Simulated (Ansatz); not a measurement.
Single-point calculation, with input and output: Ti (part 2 of 2)

Ti (slab, 16 atoms in the cell); DFT PBE+D3(BJ), scalar-relativistic, plane waves, PAW, no spin polarisation (Ansatz 0.2.0); cutoff 420 eV, 4×4×1 k-mesh, Gaussian smearing of 0.1 eV. The structure derives from an entry of the Crystallography Open Database. It belongs to a series of runs on one base structure; here: the slab at its places in the relaxed adsorbed structure.

Geometry of the input (Å; fractional positions):
```
5.7103  0.0000  0.0000
0.0000  5.7103  0.0000
0.0000  0.0000  26.5917
Ti 0.2500  0.2500  0.3008
Ti 0.2500  0.7500  0.3008
Ti 0.7500  0.2500  0.3008
Ti 0.7500  0.7500  0.3008
Ti 0.5000  0.5000  0.3768
Ti 0.5000  0.0000  0.3768
Ti 0.0000  0.5000  0.3768
Ti 0.0000  0.0000  0.3768
Ti 0.7462  0.7543  0.4561
Ti 0.7523  0.2519  0.4553
Ti 0.2464  0.7497  0.4530
Ti 0.2539  0.2467  0.4562
Ti 0.0174  -0.0036  0.5298
Ti 0.0037  0.4927  0.5274
Ti 0.5103  0.0193  0.5308
Ti 0.4913  0.5079  0.5314
```

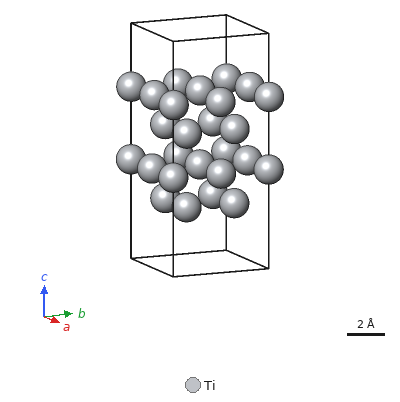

*The structure (spheres-only view of the cell of the calculation, with the vacuum cut short, seen slightly off an axis). An atom can appear more than once, as a periodic image.*

### Output, continued
```
SCF iter   1: F=—  HF=-39993.973370 eV  |F-HF|=—  |Δ(HF+E_count)|=         —  Δρ=2.68e-3  dr2=2.34e-1  ethr=1.77e-3  p=-0.000 e·Å  D=-6.08e-5 V/Å  ΔV_dip=0.00 eV  dr2_dipole=2.70e-2  V_vac-E_F(+/−)=3.78/3.78 eV  ⟨swp⟩=9.6  Hψ=5441  notcnv=0
efield: sawtooth ramp at fractional position 0.8961 (placed from the atoms, in the widest stretch of the axis that holds none; the zero of the levels goes with the place), width 0.0400; the density the first Hamiltonian is built on has a dipole p = -0.000 e·Å; the dipole correction subtracts the counter field D = -6.08e-5 V/Å, which shifts the + side's vacuum level by +0.00 eV against the − side's; the planar-averaged density in the ramp window peaks in size at 4.1e-6 e/Å³
preconditioner: auto → LDOS  [metal: Δε(μ)=0.007 eV  Ē_g=2.179 eV  σ=0.100 eV  W_gap=0.04  n_scr=128 (ndim 8)  ℏωp=10.1 eV  f_vac=0.610  D(μ)=42.31/eV (n_scr^D=388)  β→1.0]
SCF iter   2: F=—  HF=-39993.974709 eV  |F-HF|=—  |Δ(HF+E_count)|=   1.34e-3  Δρ=1.69e-3  dr2=6.68e-2  ethr=1.22e-4  p=-0.001 e·Å  D=-1.28e-4 V/Å  ΔV_dip=0.00 eV  dr2_dipole=8.74e-4  V_vac-E_F(+/−)=4.01/4.00 eV  ⟨swp⟩=2.2  Hψ=1804  notcnv=0  defer=12
SCF iter   3: F=—  HF=-39993.976488 eV  |F-HF|=—  |Δ(HF+E_count)|=   1.78e-3  Δρ=5.74e-4  dr2=1.23e-2  ethr=3.48e-5  p=0.000 e·Å  D=3.94e-5 V/Å  ΔV_dip=-0.00 eV  dr2_dipole=6.75e-4  V_vac-E_F(+/−)=4.02/4.02 eV  ⟨swp⟩=2.0  Hψ=1457  notcnv=0  defer=12
SCF iter   4: F=—  HF=-39993.975751 eV  |F-HF|=—  |Δ(HF+E_count)|=   7.37e-4  Δρ=2.21e-4  dr2=2.42e-3  ethr=6.38e-6  p=-0.000 e·Å  D=-4.95e-5 V/Å  ΔV_dip=0.00 eV  dr2_dipole=3.15e-4  V_vac-E_F(+/−)=4.05/4.05 eV  ⟨swp⟩=2.0  Hψ=1408  notcnv=0  defer=12
SCF iter   5: F=—  HF=-39993.975661 eV  |F-HF|=—  |Δ(HF+E_count)|=   9.00e-5  Δρ=1.06e-4  dr2=4.10e-4  ethr=1.26e-6  p=0.000 e·Å  D=4.41e-5 V/Å  ΔV_dip=-0.00 eV  dr2_dipole=2.42e-5  V_vac-E_F(+/−)=4.07/4.07 eV  ⟨swp⟩=2.0  Hψ=1344  notcnv=0  defer=12
SCF iter   6: F=—  HF=-39993.975717 eV  |F-HF|=—  |Δ(HF+E_count)|=   5.62e-5  Δρ=6.29e-5  dr2=1.40e-4  ethr=2.14e-7  p=0.000 e·Å  D=6.85e-5 V/Å  ΔV_dip=-0.00 eV  dr2_dipole=2.92e-6  V_vac-E_F(+/−)=4.09/4.09 eV  ⟨swp⟩=2.3  Hψ=1443  notcnv=0  defer=12
SCF iter   7: F=—  HF=-39993.975739 eV  |F-HF|=—  |Δ(HF+E_count)|=   2.16e-5  Δρ=2.93e-5  dr2=2.51e-5  ethr=7.30e-8  p=0.001 e·Å  D=1.35e-4 V/Å  ΔV_dip=-0.00 eV  dr2_dipole=2.85e-7  V_vac-E_F(+/−)=4.09/4.09 eV  ⟨swp⟩=2.0  Hψ=1215  notcnv=0  defer=12
SCF iter   8: F=—  HF=-39993.975404 eV  |F-HF|=—  |Δ(HF+E_count)|=   3.36e-4  Δρ=1.20e-5  dr2=3.35e-6  ethr=1.31e-8  p=0.001 e·Å  D=2.01e-4 V/Å  ΔV_dip=-0.01 eV  dr2_dipole=3.30e-7  V_vac-E_F(+/−)=4.09/4.10 eV  ⟨swp⟩=2.4  Hψ=1506  notcnv=0  defer=3
SCF iter   9: F=—  HF=-39993.975404 eV  |F-HF|=—  |Δ(HF+E_count)|=   9.61e-7  Δρ=4.54e-6  dr2=9.10e-7  ethr=1.75e-9  p=0.001 e·Å  D=2.24e-4 V/Å  ΔV_dip=-0.01 eV  dr2_dipole=9.69e-8  V_vac-E_F(+/−)=4.09/4.10 eV  ⟨swp⟩=2.1  Hψ=1457  notcnv=0  defer=3
SCF iter  10: F=—  HF=-39993.975405 eV  |F-HF|=—  |Δ(HF+E_count)|=   3.64e-7  Δρ=3.26e-6  dr2=2.65e-7  ethr=4.74e-10  p=0.001 e·Å  D=2.48e-4 V/Å  ΔV_dip=-0.01 eV  dr2_dipole=1.26e-8  V_vac-E_F(+/−)=4.09/4.10 eV  ⟨swp⟩=2.1  Hψ=1422  notcnv=0  defer=3
SCF iter  11: F=-39993.975405 eV  HF=-39993.975405 eV  |F-HF|=1.94e-9  |Δ(HF+E_count)|=   3.54e-8  Δρ=1.12e-6  dr2=3.96e-8  ethr=5.21e-11  p=0.001 e·Å  D=2.62e-4 V/Å  ΔV_dip=-0.01 eV  dr2_dipole=3.49e-9  V_vac-E_F(+/−)=4.09/4.10 eV  ⟨swp⟩=16.2  Hψ=4603  notcnv=0
SCF 1 converged in 11 iterations: F = -39993.975405 eV  dr2 = 3.96e-8
  greatest PAW one-centre occupation: 0.999 electrons in one spin orbital (limit 2), on the Ti atom at site 11 (counted from 0), in its partial waves of l = 0
SCF converged after 11 iterations
Free energy (F): -39993.975405 eV
Harris-Foulkes:  -39993.975405 eV  (|F-HF|=1.94e-9)
Internal energy: -39993.763718 eV  (E = F + TS)
E sigma→0 (E₀):  -39993.869561 eV
Entropy (-TS):   -0.211687 eV (-13.230 meV/atom)
Fermi energy:    1.589797 eV
Dipole field:    D = 0.000224 V/Å  (p = 0.001072 e·Å, saw-weighted, corrected)
Work function:   Φ+ = 4.0944 eV   Φ− = 4.1004 eV
Levels:          The Fermi level and band energies are counted from a zero that moves with the ramp; work functions are not
--- Per-component energies (eV) ---
  E_band       = -4754.745501
  E_kinetic    = 4355.347699
  E_local      = -234667.550858  (includes V_loc(G=0)·N_el)
  E_nonlocal   = 140.187311
  E_hartree    = 115049.662699
  E_xc         = -1551.168671
  E_vxc        = -1939.732824  (∫ρ·V_xc dr)
  E_paw        = -16766.364489  (= ΣΔE_a)
  E_vpaw       = -2742.352334  (= ΣTr[D̂ρ^β])
  E_aug_tail   = 0.001876  (compensation charges beyond the density's cutoff)
  E_efield     = 0.000000  (sawtooth field / dipole correction)
  E_vefield    = 0.000551  (∫n·V_field dr)
  E_ewald      = 93453.221613
  E_disp       = -7.100897  (pairwise vdW)
  E_smearing   = -0.211687  (= −TS)
  E_closure    = 0.000000  (closes the sum)
  Σ components = -39993.975405   (vs F -39993.975405, Δ=0.00e0)
--- Forces (eV/Å), atoms counted from 1 ---
  atom   1  Ti     0.00622762     0.00543750     0.46744997
  atom   2  Ti     0.00113674    -0.00266199     0.47823504
  atom   3  Ti    -0.00788809     0.00052561     0.41811753
  atom   4  Ti    -0.00159900    -0.00120083     0.48866126
  atom   5  Ti     0.04158510     0.00134358    -0.52239902
  atom   6  Ti     0.03480594     0.00911887    -0.59356182
  atom   7  Ti    -0.03483645     0.01210737    -0.47382381
  atom   8  Ti    -0.04109045     0.00740882    -0.48695444
  atom   9  Ti     0.02570986    -0.03612627     0.33787840
  atom  10  Ti     0.03154083     0.03335655     0.35531056
  atom  11  Ti     0.11289968    -0.02100014     0.63301991
  atom  12  Ti     0.02872914     0.06409561     0.05956778
  atom  13  Ti    -0.15477569     0.00914109    -0.28867545
  atom  14  Ti    -0.18887258     0.08769479    -0.02831984
  atom  15  Ti    -0.04856627    -0.33067223    -0.35847903
  atom  16  Ti     0.19498726     0.16143660    -0.48583647
  max |Σ_I F_I| component: 1.91e-4 eV/Å
--- Band table (eV; the first three rows and the last of 10) ---
  k-point 0: bands = ["-55.2044", "-55.2017", "-55.1533", "-55.1444", "-55.1433", "-55.1121", "-55.0942", "-55.0651", "-54.9425", "-54.8698", "-54.8674", "-54.8665", "-54.8498", "-54.8381", "-54.8174", "-54.7892", "-31.6861", "-31.6828", "-31.6815", "-31.6778", "-31.6494", "-31.6360", "-31.6310", "-31.6240", "-31.6190", "-31.6184", "-31.6150", "-31.6003", "-31.5982", "-31.5907", "-31.4582", "-31.4511", "-31.3635", "-31.3631", "-31.3275", "-31.3183", "-31.3153", "-31.2829", "-31.2290", "-31.2199", "-31.2193", "-31.2140", "-31.2090", "-31.1956", "-31.1872", "-31.1619", "-31.1588", "-31.1530", "-31.1424", "-31.0812", "-31.0653", "-31.0208", "-31.0141", "-31.0031", "-30.9955", "-30.9931", "-30.9901", "-30.9362", "-30.9348", "-30.9308", "-30.9231", "-30.9151", "-30.8862", "-30.8816", "-4.0675", "-2.8588", "-1.5887", "-1.0801", "-0.8570", "-0.8556", "-0.8464", "-0.8428", "-0.7856", "-0.7822", "-0.1844", "-0.1531", "-0.1444", "-0.1385", "-0.1227", "-0.1191", "-0.0209", "0.0436", "0.0477", "0.4813", "0.8114", "0.8136", "1.2321", "1.2340", "1.2458", "1.2531", "1.3777", "1.4777", "1.6190", "1.6831", "1.6983", "1.7224", "1.7371", "2.0437", "2.0692", "2.0918", "2.0975", "2.1434", "2.1651", "2.1875", "2.2441", "2.2673", "2.2711", "2.2906", "2.5946", "2.6035", "2.6097", "2.6275", "2.7201", "2.7344", "3.0707", "3.0800"]
  k-point 1: bands = ["-55.1961", "-55.1942", "-55.1562", "-55.1519", "-55.1375", "-55.1116", "-55.1011", "-55.0703", "-54.9339", "-54.8837", "-54.8636", "-54.8602", "-54.8454", "-54.8345", "-54.8247", "-54.7948", "-31.6663", "-31.6636", "-31.6474", "-31.6368", "-31.6247", "-31.6163", "-31.6145", "-31.6124", "-31.6059", "-31.6027", "-31.5869", "-31.5830", "-31.5714", "-31.5636", "-31.4725", "-31.4628", "-31.3445", "-31.3409", "-31.3336", "-31.3250", "-31.3138", "-31.3044", "-31.2824", "-31.2664", "-31.2130", "-31.2109", "-31.2061", "-31.2018", "-31.1819", "-31.1752", "-31.1699", "-31.1679", "-31.1510", "-31.0695", "-31.0661", "-31.0555", "-31.0327", "-31.0215", "-31.0002", "-30.9919", "-30.9867", "-30.9736", "-30.9620", "-30.9517", "-30.9343", "-30.9166", "-30.9042", "-30.8869", "-3.7310", "-2.5479", "-1.6246", "-1.3088", "-1.0099", "-0.8154", "-0.6401", "-0.6215", "-0.5995", "-0.5933", "-0.3821", "-0.0179", "0.0264", "0.0517", "0.0753", "0.1295", "0.1483", "0.1701", "0.1966", "0.6137", "0.7952", "0.8038", "0.8763", "0.9904", "0.9977", "1.3286", "1.4207", "1.4964", "1.5282", "1.5412", "1.5531", "1.5817", "1.6626", "1.6981", "1.7314", "1.7701", "2.0376", "2.0511", "2.0747", "2.2240", "2.3265", "2.3642", "2.3863", "2.3988", "2.5980", "2.7198", "2.7308", "2.7471", "2.7627", "2.7950", "2.8908", "2.9603"]
  k-point 2: bands = ["-55.1836", "-55.1792", "-55.1682", "-55.1640", "-55.1250", "-55.1138", "-55.1086", "-55.0770", "-54.9161", "-54.9054", "-54.8590", "-54.8452", "-54.8440", "-54.8408", "-54.8281", "-54.8025", "-31.6362", "-31.6327", "-31.6271", "-31.6236", "-31.6167", "-31.6094", "-31.5981", "-31.5949", "-31.5821", "-31.5764", "-31.5701", "-31.5544", "-31.4948", "-31.4787", "-31.4575", "-31.4272", "-31.4045", "-31.4032", "-31.3917", "-31.3885", "-31.2938", "-31.2922", "-31.2774", "-31.2683", "-31.2278", "-31.2200", "-31.1981", "-31.1942", "-31.1872", "-31.1831", "-31.1795", "-31.1745", "-31.1074", "-31.1054", "-31.1000", "-31.0717", "-31.0432", "-31.0398", "-31.0357", "-31.0238", "-31.0167", "-31.0004", "-30.9785", "-30.9686", "-30.9330", "-30.9210", "-30.8961", "-30.8890", "-2.8194", "-2.8132", "-1.7698", "-1.7615", "-0.7212", "-0.7065", "-0.3450", "-0.3159", "-0.3093", "-0.3049", "-0.2046", "-0.1745", "0.1315", "0.1418", "0.1518", "0.1613", "0.4632", "0.4841", "0.6238", "0.6331", "0.6524", "0.6636", "0.7373", "0.8012", "0.8106", "0.8399", "0.9719", "1.0087", "1.4364", "1.4492", "1.5163", "1.5511", "1.6325", "1.6478", "1.9798", "1.9949", "2.0350", "2.0417", "2.0530", "2.0955", "2.4013", "2.4395", "2.5391", "2.5695", "2.5957", "2.6677", "2.6686", "2.7300", "2.8770", "2.9097", "2.9745", "2.9998"]
  k-point 9: bands = ["-55.1756", "-55.1537", "-55.1506", "-55.1441", "-55.1425", "-55.1397", "-55.1292", "-55.0847", "-54.8878", "-54.8820", "-54.8803", "-54.8720", "-54.8481", "-54.8358", "-54.8281", "-54.8075", "-31.6004", "-31.5811", "-31.5719", "-31.5685", "-31.5622", "-31.5586", "-31.5529", "-31.5251", "-31.4695", "-31.4629", "-31.4486", "-31.4388", "-31.4356", "-31.4334", "-31.4264", "-31.4237", "-31.4179", "-31.4157", "-31.4144", "-31.4107", "-31.3988", "-31.3902", "-31.3839", "-31.3660", "-31.2689", "-31.2661", "-31.2586", "-31.2542", "-31.1971", "-31.1855", "-31.1788", "-31.1705", "-31.1286", "-31.1260", "-31.1251", "-31.1111", "-31.0550", "-31.0469", "-31.0432", "-31.0366", "-31.0181", "-31.0163", "-31.0105", "-30.9957", "-30.9632", "-30.9543", "-30.9414", "-30.9285", "-1.7935", "-1.7888", "-1.7842", "-1.7761", "-0.7767", "-0.7750", "-0.7696", "-0.7648", "0.1691", "0.1791", "0.1931", "0.2075", "0.2403", "0.2477", "0.2612", "0.2864", "0.9215", "0.9930", "1.0072", "1.0486", "1.0966", "1.1108", "1.1254", "1.1525", "1.1628", "1.1792", "1.1892", "1.2024", "1.2074", "1.2440", "1.2656", "1.2728", "1.2761", "1.2876", "1.3270", "1.3346", "1.5376", "1.5647", "1.6039", "1.6286", "2.2984", "2.3627", "2.4461", "2.4848", "2.5040", "2.5475", "2.5484", "2.5518", "2.5540", "2.6277", "2.6498", "2.7529"]
```

### Summary

```csv
quantity,value
outcome,converged
electrons treated,192
free energy,−39993.9754 eV
"work function, top face",4.09 eV
"work function, bottom face",4.10 eV
Fermi energy,1.590 eV
gap on the k-point mesh,none (metallic)
work function (upper face),4.09 eV
largest force (length of the vector),0.643 eV/Å
hardware,"4 threads of Arm Neoverse V1, 24 GiB of memory available, shared host"
wall time,32 s (CPU time 2 min)
peak memory,2.2 GiB
```
